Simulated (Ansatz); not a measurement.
## Geometry relaxation, with input and output: GaN (part 1 of 2)

The run: geometry relaxation of GaN (F-43m, 2 atoms in the cell). Method and program: DFT, PBEsol, PAW with Ansatz's default frozen-core files, scalar-relativistic, no spin polarisation (Ansatz 0.2.0).

The structure was built on a prototype by a generator; it need not be a known phase. It belongs to a series of runs on one base structure; here: cell relaxed at zero pressure. Figures and captions count atoms from 1; the log counts them from 0 in places.

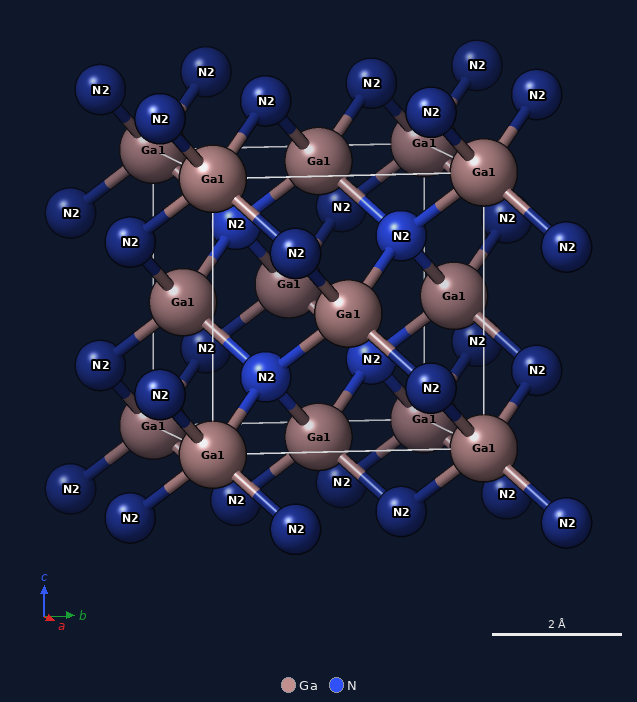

Fig. 1: The input geometry (ball-and-stick view of the cell 4 times as large as that of the calculation, set on its symmetry axes, seen slightly off an axis; neighbours outside the cell are drawn fainter; atoms are numbered from 1 in the order of the input). An atom can appear more than once, as a periodic image.

Key numbers:

- outcome: converged
- space group (tolerance 0.01 Å): F-43m (216)
- electrons treated: 18
- free energy: −4122.8352 eV
- Fermi energy: 10.589 eV
- pressure: 0.05 GPa
- final volume: 22.75 Å³
- largest force (length of the vector) at the end: under 0.001 eV/Å
- final cell: a = 3.180 Å, b = 3.180 Å, c = 3.180 Å, α = 60.00°, β = 60.00°, γ = 60.00°
- hardware: 1 thread of Arm Neoverse V1, 24 GiB of memory available, shared host
- wall time: 27 s
- peak memory: 0.35 GiB

Input file:
```yaml
crystal:
  lattice:
    - [0.0, 2.1670925389, 2.1670925389]
    - [2.1670925389, 0.0, 2.1670925389]
    - [2.1670925389, 2.1670925389, 0.0]
  atoms:
    - { symbol: Ga, position: [0.0, 0.0, 0.0] }
    - { symbol: "N", position: [0.25, 0.25, 0.25] }
kpoints:
  mp_grid: { grid: [15, 15, 15] }
scf:
  occupations: { method: fermi_dirac, width: 0.08 }
hamiltonian:
  xc: pbesol
  pseudopotentials: { kind: paw }
output:
  forces: true
  stress: true
  write_density: true
  write_potential: true
  elf: true
  volumetric_format: npy
relax:
  f_tol: 0.005
  max_steps: 40
  cell: {}
```

Run as:
```bash
ansatz run input.yaml --threads 1 --pin off --max-ram 2048MiB --backend cpu --events-out ev --progress --plain --runs-dir out
```

Log:
```
Engine: ansatz 0.2.0, aarch64-unknown-linux-gnu
Pseudopotentials: kind: paw
Pseudopotential: Ga, paw, valence charge 13, recommended cutoff 420 eV (normal), Ga.paw.azcp
Pseudopotential: N, paw, valence charge 5, recommended cutoff 420 eV (normal), N.paw.azcp
Functional definition: PBEsol
  exchange = pbesol_x
  correlation = pbesol_c
Crystal: 2 atoms, lattice volume = 20.355 Å³
Basis set: ecut = 420 eV, 411 PW (Γ), exchange–correlation on 48×48×48 points (8 copies of the dense FFT grid, shifted against one another)
Bands: 13, of which v1, the nominal top of the filled ones, is band 9 counted from 1 (8 counted from 0)
Symmetry: 24 space group operations
Space group: F-43m (ITA 216), of the structure as read, at distance tolerance 2.7e-5 Å
k-points: 120 of 3375 (time reversal used)
Non-local potential: Ga, projectors of the file, l = 0: 2, l = 1: 2, l = 2: 3, l = 3: 1
Non-local potential: N, projectors of the file, l = 0: 2, l = 1: 2, l = 2: 1
PAW form: soft (Blöchl's): semilocal exchange-correlation on the pseudo side does not see the compensation charge
PAW frozen core: Ga, regenerated for the run's functional, and the local potential with it (the file was generated under x = pbe(κ = 0.804, μ = 0.2195149727645171), c = pbe(β = 0.06672455060314922))
PAW frozen core: N, regenerated for the run's functional, and the local potential with it (the file was generated under x = pbe(κ = 0.804, μ = 0.2195149727645171), c = pbe(β = 0.06672455060314922))
PAW one-centre angular grid: Ga, 590 points (default); XC on 64 Gauss nodes
PAW one-centre angular grid: N, 110 points (default); XC on 64 Gauss nodes
Initial density: superposition of atomic densities (neutral atoms: chi_scale 0, normalization atom), corrected by the library's trained network
Initial wavefunctions: pseudopotential atomic-orbital guess
Functional: x = pbesol(κ = 0.804, μ = 0.12345679012345678), c = pbesol(β = 0.046)
SCF iter   1: F=—  HF=-4122.661971 eV  |F-HF|=—  |Δ(HF+E_count)|=         —  Δρ=1.18e-2  dr2=2.62e-2  ethr=1.77e-3  ⟨swp⟩=4.8  Hψ=8135  notcnv=0
preconditioner: auto → none  [insulator: Δε(μ)=2.321 eV  Ē_g=19.577 eV  σ=0.080 eV  W_gap=1.00  n_scr=8 (ndim 8)  ℏωp=34.9 eV  f_vac=0.000  D(μ)=0.00/eV (n_scr^D=0)  ε∞_Penn≈4.2]
SCF iter   2: F=—  HF=-4122.654941 eV  |F-HF|=—  |Δ(HF+E_count)|=   7.03e-3  Δρ=3.81e-3  dr2=3.16e-3  ethr=1.45e-4  ⟨swp⟩=1.6  Hψ=2646  notcnv=0
SCF iter   3: F=—  HF=-4122.654116 eV  |F-HF|=—  |Δ(HF+E_count)|=   8.25e-4  Δρ=9.87e-4  dr2=7.85e-5  ethr=1.75e-5  ⟨swp⟩=2.2  Hψ=2074  notcnv=0
SCF iter   4: F=—  HF=-4122.654052 eV  |F-HF|=—  |Δ(HF+E_count)|=   6.38e-5  Δρ=3.07e-4  dr2=5.82e-6  ethr=4.36e-7  ⟨swp⟩=2.1  Hψ=2538  notcnv=0
iter 5 did not close the SCF: its close was put off for the readings that it lacked (scf_convergence_deferred on its scf_iter line)
SCF iter   5: F=-4122.654054 eV  HF=-4122.654055 eV  |F-HF|=3.84e-8  |Δ(HF+E_count)|=   2.30e-6  Δρ=2.43e-5  dr2=6.88e-8  ethr=3.23e-8  ⟨swp⟩=2.0  Hψ=2643  notcnv=0
SCF iter   6: F=-4122.654055 eV  HF=-4122.654055 eV  |F-HF|=1.49e-10  |Δ(HF+E_count)|=   9.36e-9  Δρ=3.59e-6  dr2=9.64e-10  ethr=3.82e-10  ⟨swp⟩=5.1  Hψ=8193  notcnv=0
SCF 1 converged in 6 iterations: F = -4122.654055 eV  dr2 = 9.64e-10
  greatest PAW one-centre occupation: 0.996 electrons in one spin orbital (limit 2), on the Ga atom at site 0 (counted from 0), in its partial waves of l = 2
relax step   1: F+E_penalty+E_count = -4122.65405452 eV  Δ(F+E_penalty+E_count) = +0.000e0 eV  max|allowed force component| = 1.665e-16 eV/Å  Δτ_max = 0.0000 Å  P = +26.723 GPa  Ω = 20.355 Å³  (6 SCF iters, dr2 threshold 1.00e-7 eV, accepted)
Crystal: 2 atoms, lattice volume = 21.621 Å³
Initial density: handed on by an earlier stage of this run
Initial wavefunctions: those handed on with the density
iter 1 solved again at ethr=2.28e-4 eV; its pass at ethr=3.10e-3 eV (dr2=4.11e-2 eV) is discarded
SCF iter   1: F=—  HF=-4122.804256 eV  |F-HF|=—  |Δ(HF+E_count)|=         —  Δρ=1.32e-2  dr2=4.14e-2  ethr=2.28e-4  ⟨swp⟩=1.0  Hψ=10782  notcnv=0
preconditioner: auto → none  [insulator: Δε(μ)=1.932 eV  Ē_g=19.097 eV  σ=0.080 eV  W_gap=1.00  n_scr=8 (ndim 8)  ℏωp=33.9 eV  f_vac=0.001  D(μ)=0.00/eV (n_scr^D=0)  ε∞_Penn≈4.1]
SCF iter   2: F=—  HF=-4122.794197 eV  |F-HF|=—  |Δ(HF+E_count)|=   1.01e-2  Δρ=4.45e-3  dr2=5.31e-3  ethr=2.28e-4  ⟨swp⟩=2.2  Hψ=2136  notcnv=0
SCF iter   3: F=—  HF=-4122.793019 eV  |F-HF|=—  |Δ(HF+E_count)|=   1.18e-3  Δρ=6.23e-4  dr2=4.13e-5  ethr=2.95e-5  ⟨swp⟩=2.0  Hψ=1888  notcnv=0
SCF iter   4: F=—  HF=-4122.793025 eV  |F-HF|=—  |Δ(HF+E_count)|=   5.53e-6  Δρ=2.90e-4  dr2=1.00e-5  ethr=2.29e-7  ⟨swp⟩=2.0  Hψ=2640  notcnv=0
SCF iter   5: F=—  HF=-4122.793019 eV  |F-HF|=—  |Δ(HF+E_count)|=   5.99e-6  Δρ=2.17e-5  dr2=6.14e-8  ethr=5.57e-8  ⟨swp⟩=2.0  Hψ=2621  notcnv=0
SCF iter   6: F=-4122.793019 eV  HF=-4122.793019 eV  |F-HF|=1.10e-9  |Δ(HF+E_count)|=   1.31e-8  Δρ=4.17e-6  dr2=2.23e-9  ethr=3.41e-10  ⟨swp⟩=8.1  Hψ=9017  notcnv=0
SCF 2 converged in 6 iterations: F = -4122.793019 eV  dr2 = 2.23e-9
  greatest PAW one-centre occupation: 0.995 electrons in one spin orbital (limit 2), on the Ga atom at site 0 (counted from 0), in its partial waves of l = 2
relax step   2: F+E_penalty+E_count = -4122.79301889 eV  Δ(F+E_penalty+E_count) = -1.390e-1 eV  max|allowed force component| = 6.245e-17 eV/Å  Δτ_max = 0.0000 Å  P = +10.365 GPa  Ω = 21.621 Å³  energy of the carried Pulay correction = -4.485e-3 eV  (6 SCF iters, dr2 threshold 2.00e-7 eV, accepted)
Crystal: 2 atoms, lattice volume = 22.507 Å³
Basis set: ecut = 420 eV, 459 PW (Γ), exchange–correlation on 48×48×48 points (8 copies of the dense FFT grid, shifted against one another)
iter 1 solved again at ethr=9.21e-5 eV; its pass at ethr=3.10e-3 eV (dr2=1.66e-2 eV) is discarded
SCF iter   1: F=—  HF=-4122.826188 eV  |F-HF|=—  |Δ(HF+E_count)|=         —  Δρ=8.13e-3  dr2=1.67e-2  ethr=9.21e-5  ⟨swp⟩=1.2  Hψ=11340  notcnv=0
preconditioner: auto → none  [insulator: Δε(μ)=1.709 eV  Ē_g=18.776 eV  σ=0.080 eV  W_gap=1.00  n_scr=8 (ndim 8)  ℏωp=33.2 eV  f_vac=0.001  D(μ)=0.00/eV (n_scr^D=0)  ε∞_Penn≈4.1]
SCF iter   2: F=—  HF=-4122.822203 eV  |F-HF|=—  |Δ(HF+E_count)|=   3.98e-3  Δρ=2.83e-3  dr2=2.27e-3  ethr=9.21e-5  ⟨swp⟩=1.7  Hψ=1791  notcnv=0
SCF iter   3: F=—  HF=-4122.821747 eV  |F-HF|=—  |Δ(HF+E_count)|=   4.56e-4  Δρ=4.30e-4  dr2=1.87e-5  ethr=1.26e-5  ⟨swp⟩=2.1  Hψ=1997  notcnv=0
SCF iter   4: F=—  HF=-4122.821751 eV  |F-HF|=—  |Δ(HF+E_count)|=   4.62e-6  Δρ=1.88e-4  dr2=4.08e-6  ethr=1.04e-7  ⟨swp⟩=2.0  Hψ=2640  notcnv=0
iter 5 did not close the SCF: its close was put off for the readings that it lacked (scf_convergence_deferred on its scf_iter line)
SCF iter   5: F=-4122.821750 eV  HF=-4122.821750 eV  |F-HF|=9.49e-8  |Δ(HF+E_count)|=   1.70e-6  Δρ=3.18e-5  dr2=1.37e-7  ethr=2.27e-8  ⟨swp⟩=2.0  Hψ=2624  notcnv=0
SCF iter   6: F=-4122.821750 eV  HF=-4122.821750 eV  |F-HF|=7.89e-9  |Δ(HF+E_count)|=   3.46e-8  Δρ=7.62e-6  dr2=8.53e-9  ethr=7.58e-10  ⟨swp⟩=6.1  Hψ=10025  notcnv=0
SCF 3 converged in 6 iterations: F = -4122.821750 eV  dr2 = 8.53e-9
relax step   3: F+E_penalty+E_count = -4122.82174968 eV  Δ(F+E_penalty+E_count) = -2.873e-2 eV  max|allowed force component| = 9.136e-17 eV/Å  Δτ_max = 0.0000 Å  P = +1.388 GPa  Ω = 22.507 Å³  energy of the carried Pulay correction = -7.469e-3 eV  (6 SCF iters, dr2 threshold 2.00e-7 eV, accepted)
Crystal: 2 atoms, lattice volume = 22.662 Å³
iter 1 solved again at ethr=2.50e-6 eV; its pass at ethr=3.10e-3 eV (dr2=4.51e-4 eV) is discarded
SCF iter   1: F=—  HF=-4122.822024 eV  |F-HF|=—  |Δ(HF+E_count)|=         —  Δρ=1.33e-3  dr2=4.46e-4  ethr=2.50e-6  ⟨swp⟩=2.0  Hψ=10032  notcnv=0
preconditioner: auto → none  [insulator: Δε(μ)=1.716 eV  Ē_g=18.730 eV  σ=0.080 eV  W_gap=1.00  n_scr=8 (ndim 8)  ℏωp=33.1 eV  f_vac=0.000  D(μ)=0.00/eV (n_scr^D=0)  ε∞_Penn≈4.1]
SCF iter   2: F=—  HF=-4122.821918 eV  |F-HF|=—  |Δ(HF+E_count)|=   1.06e-4  Δρ=4.71e-4  dr2=6.32e-5  ethr=2.48e-6  ⟨swp⟩=1.8  Hψ=2000  notcnv=0
SCF iter   3: F=—  HF=-4122.821907 eV  |F-HF|=—  |Δ(HF+E_count)|=   1.15e-5  Δρ=9.43e-5  dr2=9.53e-7  ethr=3.51e-7  ⟨swp⟩=2.0  Hψ=2330  notcnv=0
iter 4 did not close the SCF: its close was put off for the readings that it lacked (scf_convergence_deferred on its scf_iter line)
SCF iter   4: F=-4122.821906 eV  HF=-4122.821906 eV  |F-HF|=2.56e-8  |Δ(HF+E_count)|=   4.43e-7  Δρ=4.07e-5  dr2=1.63e-7  ethr=5.30e-9  ⟨swp⟩=2.0  Hψ=2632  notcnv=0
iter 5 did not close the SCF: its close was put off for the readings that it lacked (scf_convergence_deferred on its scf_iter line)
SCF iter   5: F=-4122.821906 eV  HF=-4122.821906 eV  |F-HF|=4.60e-9  |Δ(HF+E_count)|=   2.32e-8  Δρ=6.64e-6  dr2=1.11e-8  ethr=9.07e-10  ⟨swp⟩=2.5  Hψ=2782  notcnv=0
SCF iter   6: F=-4122.821906 eV  HF=-4122.821906 eV  |F-HF|=1.27e-10  |Δ(HF+E_count)|=  1.51e-10  Δρ=1.13e-6  dr2=3.26e-10  ethr=6.18e-11  ⟨swp⟩=5.5  Hψ=8826  notcnv=0
SCF 4 converged in 6 iterations: F = -4122.821906 eV  dr2 = 3.26e-10
relax step   4: F+E_penalty+E_count = -4122.82190619 eV  Δ(F+E_penalty+E_count) = -1.565e-4 eV  max|allowed force component| = 4.973e-17 eV/Å  Δτ_max = 0.0000 Å  P = -0.004 GPa  Ω = 22.662 Å³  energy of the carried Pulay correction = -7.976e-3 eV  (6 SCF iters, dr2 threshold 2.00e-7 eV, accepted)
Initial wavefunctions: pseudopotential atomic-orbital guess (no wavefunctions were taken with the density)
iter 1 solved again at ethr=2.83e-7 eV; its pass at ethr=3.10e-3 eV (dr2=5.10e-5 eV) is discarded
SCF iter   1: F=—  HF=-4122.833590 eV  |F-HF|=—  |Δ(HF+E_count)|=         —  Δρ=1.64e-3  dr2=4.01e-5  ethr=2.83e-7  ⟨swp⟩=2.5  Hψ=11677  notcnv=0
preconditioner: auto → none  [insulator: Δε(μ)=1.730 eV  Ē_g=18.732 eV  σ=0.080 eV  W_gap=1.00  n_scr=8 (ndim 8)  ℏωp=33.1 eV  f_vac=0.000  D(μ)=0.00/eV (n_scr^D=0)  ε∞_Penn≈4.1]
SCF iter   2: F=—  HF=-4122.834610 eV  |F-HF|=—  |Δ(HF+E_count)|=   1.02e-3  Δρ=8.07e-4  dr2=7.11e-6  ethr=2.23e-7  ⟨swp⟩=2.1  Hψ=1911  notcnv=0
SCF iter   3: F=—  HF=-4122.834940 eV  |F-HF|=—  |Δ(HF+E_count)|=   3.29e-4  Δρ=1.04e-4  dr2=1.75e-7  ethr=3.95e-8  ⟨swp⟩=2.9  Hψ=2586  notcnv=0
SCF iter   4: F=—  HF=-4122.834943 eV  |F-HF|=—  |Δ(HF+E_count)|=   3.49e-6  Δρ=2.50e-5  dr2=5.35e-8  ethr=9.70e-10  ⟨swp⟩=2.0  Hψ=2640  notcnv=0
SCF iter   5: F=—  HF=-4122.834943 eV  |F-HF|=—  |Δ(HF+E_count)|=   3.18e-8  Δρ=4.06e-6  dr2=1.34e-9  ethr=2.97e-10  ⟨swp⟩=2.2  Hψ=2476  notcnv=0
SCF iter   6: F=-4122.834943 eV  HF=-4122.834943 eV  |F-HF|=5.46e-12  |Δ(HF+E_count)|=  3.89e-10  Δρ=2.45e-7  dr2=4.15e-12  ethr=1.00e-12  ⟨swp⟩=4.3  Hψ=7749  notcnv=0
SCF 5 converged in 6 iterations: F = -4122.834943 eV  dr2 = 4.15e-12
relax step   5: F+E_penalty+E_count = -4122.83494309 eV  Δ(F+E_penalty+E_count) = -1.304e-2 eV  max|allowed force component| = 7.401e-17 eV/Å  Δτ_max = 0.0000 Å  P = +0.756 GPa  Ω = 22.662 Å³  stress off target by 7.56e-1 GPa  SCF on the basis re-selected at this cell (its energy is not comparable with the rows above)  (6 SCF iters)
basis re-selected at this cell: Δ(F+E_penalty+E_count) = -1.304e-2 eV, ΔP = +0.760 GPa vs the last step (what re-selecting the basis moved, of the pressure what is left beyond the Pulay correction that the steps carried, after the strain that the cell walked since its last selection, with what the two solves' SCF thresholds leave and, on support functions, any second-order correction that the steps lacked; it is no measure of the basis error at this ecutwfc). This SCF's stress stands 7.56e-1 GPa from its target on what of the cell is left free (relax.cell.stress_tol is 5.00e-2 GPa) and its largest allowed force component is 7.40e-17 eV/Å (relax.f_tol is 5.00e-3 eV/Å): not within both, so this SCF does not close the relaxation
Crystal: 2 atoms, lattice volume = 22.747 Å³
iter 1 solved again at ethr=7.26e-7 eV; its pass at ethr=3.10e-3 eV (dr2=1.31e-4 eV) is discarded
SCF iter   1: F=—  HF=-4122.834904 eV  |F-HF|=—  |Δ(HF+E_count)|=         —  Δρ=7.13e-4  dr2=1.30e-4  ethr=7.26e-7  ⟨swp⟩=1.6  Hψ=8758  notcnv=0
preconditioner: auto → none  [insulator: Δε(μ)=1.699 eV  Ē_g=18.701 eV  σ=0.080 eV  W_gap=1.00  n_scr=8 (ndim 8)  ℏωp=33.0 eV  f_vac=0.000  D(μ)=0.00/eV (n_scr^D=0)  ε∞_Penn≈4.1]
SCF iter   2: F=—  HF=-4122.834874 eV  |F-HF|=—  |Δ(HF+E_count)|=   2.95e-5  Δρ=2.44e-4  dr2=1.73e-5  ethr=7.22e-7  ⟨swp⟩=1.8  Hψ=1917  notcnv=0
SCF iter   3: F=—  HF=-4122.834871 eV  |F-HF|=—  |Δ(HF+E_count)|=   3.55e-6  Δρ=5.12e-5  dr2=3.08e-7  ethr=9.61e-8  ⟨swp⟩=2.4  Hψ=2196  notcnv=0
iter 4 did not close the SCF: its close was put off for the readings that it lacked (scf_convergence_deferred on its scf_iter line)
SCF iter   4: F=-4122.834871 eV  HF=-4122.834871 eV  |F-HF|=4.83e-9  |Δ(HF+E_count)|=   2.31e-7  Δρ=1.93e-5  dr2=4.07e-8  ethr=1.71e-9  ⟨swp⟩=2.1  Hψ=2576  notcnv=0
iter 5 did not close the SCF: its close was put off for the readings that it lacked (scf_convergence_deferred on its scf_iter line)
SCF iter   5: F=-4122.834871 eV  HF=-4122.834871 eV  |F-HF|=1.40e-10  |Δ(HF+E_count)|=   1.24e-8  Δρ=2.34e-6  dr2=7.41e-10  ethr=2.26e-10  ⟨swp⟩=2.1  Hψ=2558  notcnv=0
SCF iter   6: F=-4122.834871 eV  HF=-4122.834871 eV  |F-HF|=3.64e-12  |Δ(HF+E_count)|=  2.95e-10  Δρ=1.94e-7  dr2=3.97e-12  ethr=4.12e-12  ⟨swp⟩=4.0  Hψ=7495  notcnv=0
SCF 6 converged in 6 iterations: F = -4122.834871 eV  dr2 = 3.97e-12
relax step   6: F+E_penalty+E_count = -4122.83487063 eV  Δ(F+E_penalty+E_count) = +7.246e-5 eV  max|allowed force component| = 7.980e-17 eV/Å  Δτ_max = 0.0000 Å  P = +0.042 GPa  Ω = 22.747 Å³  energy of the carried Pulay correction = -2.824e-4 eV  (6 SCF iters, dr2 threshold 2.00e-7 eV, accepted)
iter 1 solved again at ethr=1.87e-8 eV; its pass at ethr=3.10e-3 eV (dr2=3.37e-6 eV) is discarded
SCF iter   1: F=—  HF=-4122.835187 eV  |F-HF|=—  |Δ(HF+E_count)|=         —  Δρ=2.55e-5  dr2=2.39e-8  ethr=1.87e-8  ⟨swp⟩=3.1  Hψ=12416  notcnv=0
preconditioner: auto → none  [insulator: Δε(μ)=1.704 eV  Ē_g=18.702 eV  σ=0.080 eV  W_gap=1.00  n_scr=8 (ndim 8)  ℏωp=33.0 eV  f_vac=0.000  D(μ)=0.00/eV (n_scr^D=0)  ε∞_Penn≈4.1]
SCF iter   2: F=—  HF=-4122.835188 eV  |F-HF|=—  |Δ(HF+E_count)|=   1.60e-6  Δρ=1.27e-5  dr2=5.75e-9  ethr=1.33e-10  ⟨swp⟩=2.5  Hψ=2633  notcnv=0
SCF iter   3: F=—  HF=-4122.835188 eV  |F-HF|=—  |Δ(HF+E_count)|=   9.93e-9  Δρ=2.24e-6  dr2=3.75e-10  ethr=3.20e-11  ⟨swp⟩=2.0  Hψ=2640  notcnv=0
SCF iter   4: F=—  HF=-4122.835188 eV  |F-HF|=—  |Δ(HF+E_count)|=  2.82e-10  Δρ=6.30e-7  dr2=2.78e-11  ethr=2.08e-12  ⟨swp⟩=2.0  Hψ=2640  notcnv=0
iter 5 did not close the SCF: its close was put off for the readings that it lacked (scf_convergence_deferred on its scf_iter line)
SCF iter   5: F=-4122.835188 eV  HF=-4122.835188 eV  |F-HF|=1.82e-12  |Δ(HF+E_count)|=  1.27e-11  Δρ=8.01e-8  dr2=3.27e-13  ethr=1.00e-12  ⟨swp⟩=1.0  Hψ=1560  notcnv=0
SCF iter   6: F=-4122.835188 eV  HF=-4122.835188 eV  |F-HF|=0.00e0  |Δ(HF+E_count)|=  9.09e-13  Δρ=4.37e-9  dr2=2.72e-15  ethr=1.00e-12  ⟨swp⟩=3.0  Hψ=5747  notcnv=0
SCF 7 converged in 6 iterations: F = -4122.835188 eV  dr2 = 2.72e-15
relax step   7: F+E_penalty+E_count = -4122.83518822 eV  Δ(F+E_penalty+E_count) = -3.176e-4 eV  max|allowed force component| = 1.029e-16 eV/Å  Δτ_max = 0.0000 Å  P = +0.047 GPa  Ω = 22.747 Å³  stress off target by 4.75e-2 GPa  SCF on the basis re-selected at this cell (its energy is not comparable with the rows above)  (6 SCF iters)
```
